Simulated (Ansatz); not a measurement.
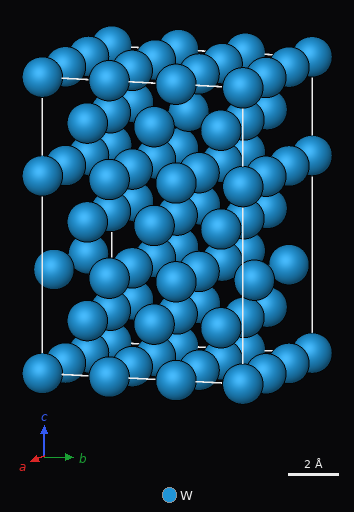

This is the input geometry for a relaxation of a defect cell of composition W (started half-way along a vacancy jump, in the symmetry of that start). A spheres-only model of the conventional cell (2 times the calculation's cell), seen slightly off an axis. Lengths and directions refer to the drawn axes.

All numbers below come from Ansatz, DFT PBE, scalar-relativistic, plane waves, PAW.

Input
```yaml
crystal:
  lattice:
    - [-6.0555093448, 0.0, -6.0555093448]
    - [0.0, -6.0555093448, -6.0555093448]
    - [-6.0555093448, -6.0555093448, 0.0]
  atoms:
    - { symbol: W, position: [0.6666666667, 0.6666666667, 0.5] }
    - { symbol: W, position: [0.6666666667, 0.6666666667, 0.0] }
    - { symbol: W, position: [0.3333333333, 0.6666666667, 0.6666666667] }
    - { symbol: W, position: [0.3333333333, 0.6666666667, 0.3333333333] }
    - { symbol: W, position: [0.3333333333, 0.6666666667, 0.0] }
    - { symbol: W, position: [0.0, 0.6666666667, 0.6666666667] }
    - { symbol: W, position: [0.0, 0.6666666667, 0.3333333333] }
    - { symbol: W, position: [0.0, 0.6666666667, 0.0] }
    - { symbol: W, position: [0.6666666667, 0.3333333333, 0.6666666667] }
    - { symbol: W, position: [0.6666666667, 0.3333333333, 0.3333333333] }
    - { symbol: W, position: [0.6666666667, 0.3333333333, 0.0] }
    - { symbol: W, position: [0.3333333333, 0.3333333333, 0.6666666667] }
    - { symbol: W, position: [0.3333333333, 0.3333333333, 0.3333333333] }
    - { symbol: W, position: [0.3333333333, 0.3333333333, 0.0] }
    - { symbol: W, position: [0.0, 0.3333333333, 0.6666666667] }
    - { symbol: W, position: [0.0, 0.3333333333, 0.3333333333] }
    - { symbol: W, position: [0.0, 0.3333333333, 0.0] }
    - { symbol: W, position: [0.6666666667, 0.0, 0.6666666667] }
    - { symbol: W, position: [0.6666666667, 0.0, 0.3333333333] }
    - { symbol: W, position: [0.6666666667, 0.0, 0.0] }
    - { symbol: W, position: [0.3333333333, 0.0, 0.6666666667] }
    - { symbol: W, position: [0.3333333333, 0.0, 0.3333333333] }
    - { symbol: W, position: [0.3333333333, 0.0, 0.0] }
    - { symbol: W, position: [0.0, 0.0, 0.6666666667] }
    - { symbol: W, position: [0.0, 0.0, 0.3333333333] }
    - { symbol: W, position: [0.0, 0.0, 0.0] }
basis:
  ecutwfc: 420
kpoints:
  mp_grid: { grid: [4, 4, 4] }
hamiltonian:
  xc: pbe
scf:
  occupations: { method: gaussian, width: 0.1 }
output:
  forces: true
  stress: true
  eigenvalues: true
relax:
  adjacent_minimum: "off"
  f_tol: 0.02
  max_steps: 60
  escape_saddle: false
```

Launched with:
```bash
ansatz run input.yaml --threads 4 --pin off --max-ram 2560MiB --backend cpu --events-out ev --progress --plain --runs-dir out
```

Q: Where does the relaxation end?

A: The largest moves, 0.28 Å, are those of W12, W14, W25 and W26. W12 goes along [1 0 3]. The lattice vectors keep their values. Near-neighbour distances that change, for instance: W10–W11 2.855 → 3.164 Å, W15–W21 2.855 → 3.106 Å, W1–W19 2.472 → 2.707 Å, W15–W16 2.855 → 2.649 Å. The energy falls by 1.913 eV per cell of the calculation in 4 accepted moves (6 points after the start). The largest force component goes from 1.1 to 0.02 eV/Å. The line search rejected the trial steps at points 3, 5 of the run.

History of the run:

```json
{"step": "0", "E − E(0), meV/atom": "0.00", "largest force component, eV/Å": "1.0631", "note": ""}
{"step": "1", "E − E(0), meV/atom": "-31.00", "largest force component, eV/Å": "1.4456", "note": ""}
{"step": "2", "E − E(0), meV/atom": "-66.38", "largest force component, eV/Å": "0.4145", "note": ""}
{"step": "3", "E − E(0), meV/atom": "-65.04", "largest force component, eV/Å": "0.7661", "note": "rejected"}
{"step": "4", "E − E(0), meV/atom": "-72.14", "largest force component, eV/Å": "0.2378", "note": ""}
{"step": "5", "E − E(0), meV/atom": "-71.54", "largest force component, eV/Å": "0.2240", "note": "rejected"}
{"step": "6", "E − E(0), meV/atom": "-73.57", "largest force component, eV/Å": "0.0199", "note": ""}
```

The end point in the same view:

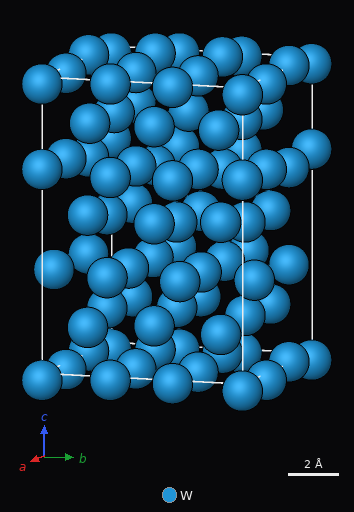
